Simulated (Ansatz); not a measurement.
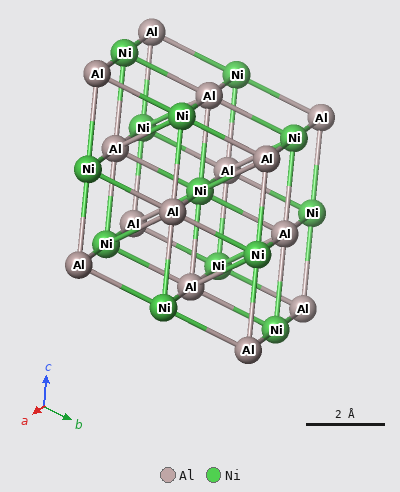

*The structure as given in the input (ball-and-stick view of the cell of the calculation, seen slightly off an axis). An atom can appear more than once, as a periodic image.*

**Run report: AlNi, single-point calculation**

AlNi (8 atoms in the cell), computed with DFT r2SCAN, scalar-relativistic, plane waves, PAW, no spin polarisation (Ansatz 0.2.0).

The structure derives from a Materials Project entry. It belongs to a series of runs on one base structure; here: the relaxed cell repeated 4 times.

### Input
```yaml
crystal:
  lattice:
    - [0.0, 4.044334623, 2.8700173316]
    - [0.0, -4.044334623, 2.8700173316]
    - [4.0447751123, 0.0, -2.8700173316]
  atoms:
    - { symbol: Al, position: [0.0, 0.0, 0.0] }
    - { symbol: Al, position: [0.5, 0.5, 0.0] }
    - { symbol: Al, position: [0.5, 0.0, 0.5] }
    - { symbol: Al, position: [0.0, 0.5, 0.5] }
    - { symbol: Ni, position: [0.5, 0.5, 0.5] }
    - { symbol: Ni, position: [0.0, 0.0, 0.5] }
    - { symbol: Ni, position: [0.0, 0.5, 0.0] }
    - { symbol: Ni, position: [0.5, 0.0, 0.0] }
basis:
  ecutwfc: 500
kpoints:
  mp_grid: { grid: [8, 8, 8] }
hamiltonian:
  xc: r2scan
scf:
  occupations: { method: gaussian, width: 0.15 }
output:
  forces: true
  stress: true
  eigenvalues: true
  write_density: true
  write_potential: true
  elf: true
  volumetric_format: npy
```

Hardware: 2 threads of Intel Xeon @ 2.70GHz, 189 GiB of memory available, shared host.

Launch command:
```bash
ansatz run input.yaml --threads 2 --pin off --max-ram 5120MiB --backend cpu --events-out ev --progress --plain --runs-dir out
```

### Log
```
Engine: ansatz 0.2.0, x86_64-unknown-linux-gnu
Pseudopotentials: kind: paw
Pseudopotential: Al, paw, valence charge 3, recommended cutoff 500 eV (meta_gga), Al.paw.azcp
Pseudopotential: Ni, paw, valence charge 18, recommended cutoff 500 eV (meta_gga), Ni.paw.azcp
Functional definition: r2SCAN
  parameter k0 = 0.174
  parameter k1 = 0.065
  parameter a1 = 4.9479
  exchange = r2scan_x(k0 = k0, k1 = k1, a1 = a1)
  correlation = r2scan_c
Crystal: 8 atoms, lattice volume = 93.898 Å³
Basis set: ecut = 500 eV, 2347 PW (Γ), exchange–correlation on 160×160×160 points (64 copies of the dense FFT grid, shifted against one another)
Bands: 51, of which v1, the nominal top of the filled ones, is band 42 counted from 1 (41 counted from 0)
Symmetry: 32 space group operations
Space group: Cmmm (ITA 65), of the structure as read, at distance tolerance 4.5e-5 Å
k-points: 95 of 512
Non-local potential: Al, projectors of the file, l = 0: 2, l = 1: 2, l = 2: 1
Non-local potential: Ni, projectors of the file, l = 0: 3, l = 1: 2, l = 2: 3, l = 3: 1
PAW form: soft (Blöchl's): semilocal exchange-correlation on the pseudo side does not see the compensation charge
PAW frozen core: Al, regenerated for the run's functional (the file was generated under x = pbe(κ = 0.804, μ = 0.2195149727645171), c = pbe(β = 0.06672455060314922))
PAW frozen core: Ni, regenerated for the run's functional (the file was generated under x = pbe(κ = 0.804, μ = 0.2195149727645171), c = pbe(β = 0.06672455060314922))
PAW one-centre angular grid: Al, 302 points (default); XC on 160 Gauss nodes
PAW one-centre angular grid: Ni, 590 points (default); XC on 160 Gauss nodes
Initial density: superposition of atomic densities (neutral atoms: chi_scale 0, normalization atom), corrected by the library's trained network
Initial wavefunctions: pseudopotential atomic-orbital guess
Functional: x = r2scan, c = r2scan; τ floored in thin density (d = 2e-4 eV/Å³)
SCF iter   1: F=—  HF=-25548.012932 eV  |F-HF|=—  |Δ(HF+E_count)|=         —  Δρ=2.68e-2  dr2=5.17e-1  dr2_τ=2.37e-1  ethr=1.77e-3  ⟨swp⟩=7.5  Hψ=20070  notcnv=0  defer=7
preconditioner: auto → Kerker (q_TF=auto, 2.678 Å⁻¹)  [metal: Δε(μ)=0.018 eV  Ē_g=7.278 eV  σ=0.150 eV  W_gap=0.07  n_scr=18 (ndim 8)  ℏωp=27.6 eV  f_vac=0.000  D(μ)=3.36/eV (n_scr^D=18)]
SCF iter   2: F=—  HF=-25548.269776 eV  |F-HF|=—  |Δ(HF+E_count)|=   2.57e-1  Δρ=2.01e-2  dr2=1.91e-1  dr2_τ=3.01e-3  ethr=6.15e-4  ⟨swp⟩=2.2  Hψ=8925  notcnv=0  defer=230
SCF iter   3: F=—  HF=-25548.230249 eV  |F-HF|=—  |Δ(HF+E_count)|=   3.95e-2  Δρ=7.39e-3  dr2=4.51e-2  dr2_τ=1.19e-4  ethr=2.27e-4  ⟨swp⟩=2.0  Hψ=7327  notcnv=0  defer=230
SCF iter   4: F=—  HF=-25548.222720 eV  |F-HF|=—  |Δ(HF+E_count)|=   7.53e-3  Δρ=1.79e-3  dr2=1.76e-3  dr2_τ=3.75e-5  ethr=5.37e-5  ⟨swp⟩=1.6  Hψ=5982  notcnv=0  defer=231
SCF iter   5: F=—  HF=-25548.222686 eV  |F-HF|=—  |Δ(HF+E_count)|=   3.42e-5  Δρ=6.26e-4  dr2=3.25e-4  dr2_τ=1.01e-5  ethr=2.10e-6  ⟨swp⟩=2.0  Hψ=8328  notcnv=0  defer=231
SCF iter   6: F=—  HF=-25548.222639 eV  |F-HF|=—  |Δ(HF+E_count)|=   4.77e-5  Δρ=8.18e-4  dr2=3.57e-4  dr2_τ=2.08e-6  ethr=3.87e-7  ⟨swp⟩=2.0  Hψ=6556  notcnv=0  defer=231
SCF iter   7: F=—  HF=-25548.222628 eV  |F-HF|=—  |Δ(HF+E_count)|=   1.05e-5  Δρ=1.12e-4  dr2=5.10e-6  dr2_τ=8.18e-8  ethr=3.87e-7  ⟨swp⟩=2.5  Hψ=6876  notcnv=0  defer=231
SCF iter   8: F=—  HF=-25548.222624 eV  |F-HF|=—  |Δ(HF+E_count)|=   4.07e-6  Δρ=2.33e-5  dr2=2.71e-7  dr2_τ=8.63e-9  ethr=6.07e-9  ⟨swp⟩=2.3  Hψ=8414  notcnv=0  defer=231
SCF iter   9: F=-25548.222624 eV  HF=-25548.222624 eV  |F-HF|=9.96e-9  |Δ(HF+E_count)|=   7.05e-8  Δρ=5.31e-6  dr2=1.48e-8  dr2_τ=1.76e-10  ethr=1.19e-10  ⟨swp⟩=13.8  Hψ=33400  notcnv=0
SCF 1 converged in 9 iterations: F = -25548.222624 eV  dr2 = 1.48e-8
  greatest PAW one-centre occupation: 1.001 electrons in one spin orbital (limit 2), on the Ni atom at site 7 (counted from 0), in its partial waves of l = 1
```

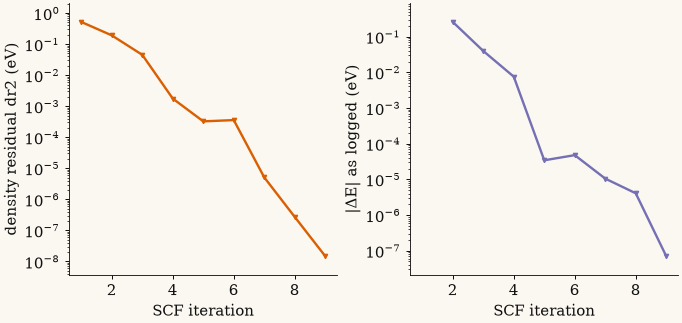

*Convergence of the self-consistent field: density residual dr2 and size of the energy change against the SCF iteration.*

The residual falls almost steadily, with no more than small rises.

```
SCF converged after 9 iterations
Free energy (F): -25548.222624 eV
Harris-Foulkes:  -25548.222624 eV  (|F-HF|=9.96e-9)
Internal energy: -25548.182329 eV  (E = F + TS)
E sigma→0 (E₀):  -25548.202477 eV
Entropy (-TS):   -0.040295 eV (-5.037 meV/atom)
Fermi energy:    14.149558 eV
--- Per-component energies (eV) ---
  E_band       = -1423.181611
  E_kinetic    = 1246.638558
  E_local      = -17717.407496  (includes V_loc(G=0)·N_el)
  E_nonlocal   = 2608.540146
  E_hartree    = 7642.799255
  E_xc         = -469.486687
  E_vxc        = -605.468410  (∫ρ·V_xc dr)
  E_paw        = -8483.624279  (= ΣΔE_a)
  E_vpaw       = -2282.813303  (= ΣTr[D̂ρ^β])
  E_aug_tail   = 0.000931  (compensation charges beyond the density's cutoff)
  E_vtau       = 41.750222  (kinetic-family band-sum trace: ∫τ·v_τ [+ j·A + Jᵃ·Aᵃ] dr)
  E_ewald      = -10374.202050
  E_core_change = -1.440707  (= ΣΔE_core)
  E_smearing   = -0.040295  (= −TS)
  E_closure    = -0.000000  (closes the sum)
  Σ components = -25548.222624   (vs F -25548.222624, Δ=0.00e0)
--- Forces (eV/Å), atoms counted from 1 ---
  atom   1  Al     0.00000000     0.00000000     0.00000000
  atom   2  Al     0.00000000     0.00000000    -0.00000000
  atom   3  Al     0.00000000     0.00000000    -0.00000000
  atom   4  Al     0.00000000     0.00000000     0.00000000
  atom   5  Ni     0.00000000    -0.00000000    -0.00000000
  atom   6  Ni     0.00000000    -0.00000000     0.00000000
  atom   7  Ni     0.00000000     0.00000000    -0.00000000
  atom   8  Ni    -0.00000000     0.00000000    -0.00000000
  max |Σ_I F_I| component: 6.95e-29 eV/Å
--- Stress (GPa, compression-positive) ---
        0.080365       0.000000      -0.000000
        0.000000       0.107468       0.000000
        0.000000      -0.000000      -0.234288
  P = ⅓ Tr σ = -0.0155 GPa (-0.155 kbar)
--- Band table (eV; the first three rows and the last of 95) ---
  k-point 0: bands = ["-92.8306", "-92.8272", "-92.8272", "-92.8271", "-51.7777", "-51.7777", "-51.7777", "-51.7777", "-51.7777", "-51.7776", "-51.7546", "-51.7535", "-51.7534", "-51.7502", "-51.7492", "-51.7492", "2.2764", "8.5662", "8.5662", "8.5843", "10.5636", "10.5636", "10.5724", "10.7167", "10.7218", "10.9593", "10.9593", "10.9776", "10.9776", "10.9933", "10.9950", "11.9450", "11.9451", "11.9577", "11.9577", "11.9628", "11.9628", "12.5280", "12.5282", "12.5369", "13.1188", "13.1188", "13.1287", "15.7574", "15.7574", "15.7909", "16.9666", "16.9666", "16.9998", "20.0176", "20.1533"]
  k-point 1: bands = ["-92.8304", "-92.8273", "-92.8273", "-92.8273", "-51.7778", "-51.7778", "-51.7768", "-51.7767", "-51.7767", "-51.7767", "-51.7544", "-51.7544", "-51.7543", "-51.7504", "-51.7503", "-51.7503", "2.4303", "8.3002", "8.5005", "8.5005", "9.9738", "10.1115", "10.1115", "10.7233", "10.7414", "10.8929", "10.8929", "10.9669", "11.1885", "11.1885", "11.4236", "11.9554", "11.9674", "12.1225", "12.1225", "12.1343", "12.1343", "12.4681", "12.4893", "12.5061", "13.1955", "13.1955", "13.2752", "16.0342", "16.0342", "16.1527", "17.1542", "17.1542", "17.4311", "19.1608", "19.5646"]
  k-point 2: bands = ["-92.8300", "-92.8276", "-92.8273", "-92.8273", "-51.7778", "-51.7778", "-51.7742", "-51.7741", "-51.7736", "-51.7736", "-51.7570", "-51.7570", "-51.7539", "-51.7534", "-51.7534", "-51.7509", "2.8880", "7.2348", "8.3529", "8.3529", "9.5361", "9.5361", "9.8765", "10.7299", "10.7949", "10.7982", "10.7982", "10.9021", "11.3971", "11.3971", "11.6354", "11.9888", "12.0313", "12.2226", "12.2226", "12.2638", "12.3888", "12.4437", "12.4607", "12.4607", "13.3893", "13.3893", "13.6964", "16.4782", "16.9353", "16.9353", "17.6960", "17.7424", "17.7424", "18.5444", "19.0639"]
  k-point 94: bands = ["-92.8289", "-92.8288", "-92.8288", "-92.8256", "-51.7805", "-51.7804", "-51.7804", "-51.7755", "-51.7754", "-51.7754", "-51.7525", "-51.7525", "-51.7514", "-51.7514", "-51.7513", "-51.7513", "6.7924", "6.8340", "6.8340", "6.8515", "6.8669", "6.8669", "9.7625", "9.7640", "9.7643", "11.2461", "11.2517", "11.2517", "11.7653", "11.7653", "11.7853", "11.7853", "11.7861", "11.7865", "12.6230", "12.6230", "12.6288", "13.1482", "13.1596", "13.4976", "13.5262", "13.5262", "16.1423", "16.1498", "16.1514", "18.7783", "18.8798", "18.8812", "18.9184", "22.5903", "22.7851"]
```

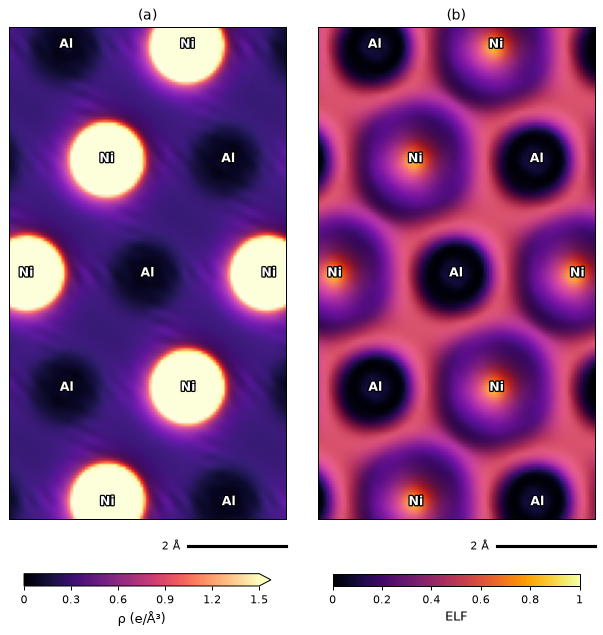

*(a) valence electron density; (b) electron localisation function on the (010) plane of the calculation cell.*

Away from the nuclei the density in this plane falls to 0.22 e/Å³ at its lowest. The strong features right at Ni lie inside the PAW spheres (semicore, d or f shells) and say nothing about bonding. Core electrons are frozen (PAW), so the fields are smoothed inside the atomic spheres.

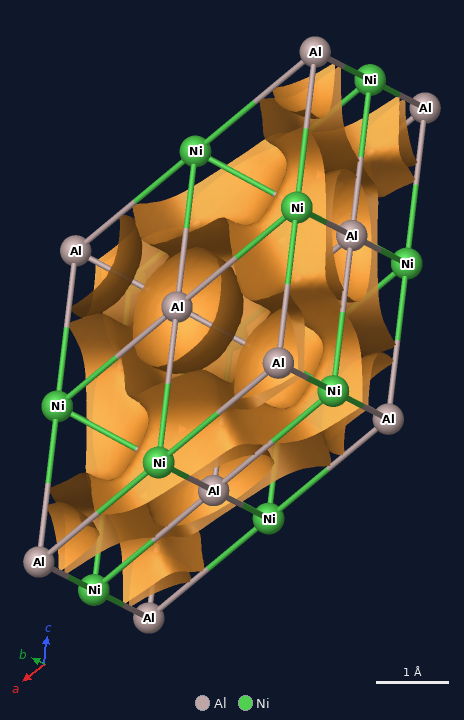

*Isosurface of the ELF at 0.45 (orange), seen at an oblique angle. Only the valence region is drawn (cores and ρ < 0.01 e/Å³ removed). Sticks mark near contacts. The outline is the calculation cell.*

Values along the shortest contacts: Al–Ni (2.48 Å): the ELF is about 0.40 at the midpoint (nearly free electrons, as in a simple metal).

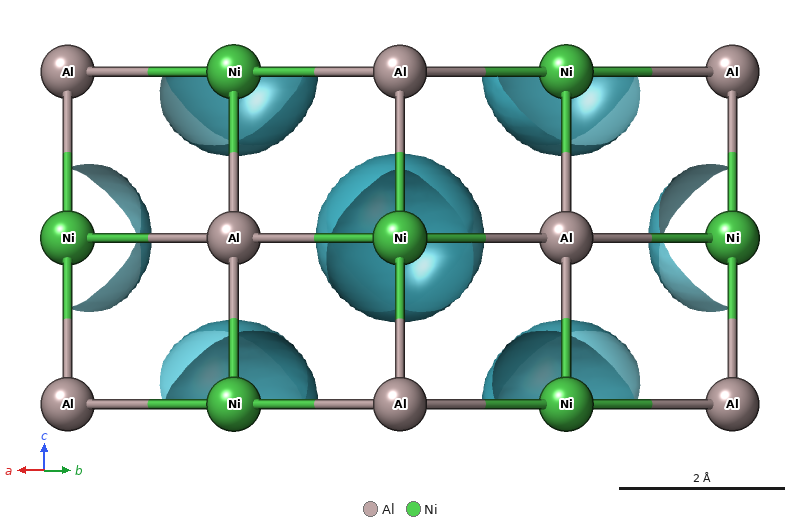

*Isosurface of the valence charge density (pseudo) at 0.4 e/Å³ (cyan), seen along [110]. Sticks mark near contacts. The outline is the calculation cell.*

At this value the density breaks into separate islands; it holds about 75 % of the electrons treated as valence (semicore included). It is pinched off along the Al–Ni (2.48 Å) contacts. On the grid the lowest density along these lines, outside the cores, is 0.24 e/Å³ (Al–Ni, 2.48 Å).

### Summary

- outcome: converged
- space group (tolerance 0.01 Å): P4/mmm (123)
- electrons treated: 84
- free energy: −25548.2226 eV
- Fermi energy: 14.150 eV
- gap on the k-point mesh: none (metallic)
- pressure: −0.02 GPa
- largest force (length of the vector): under 0.001 eV/Å
- wall time: 35 s (CPU time 68 s)
- peak memory: 0.92 GiB

### Notes

The run has no spin polarisation, so a magnetic state may lie lower.
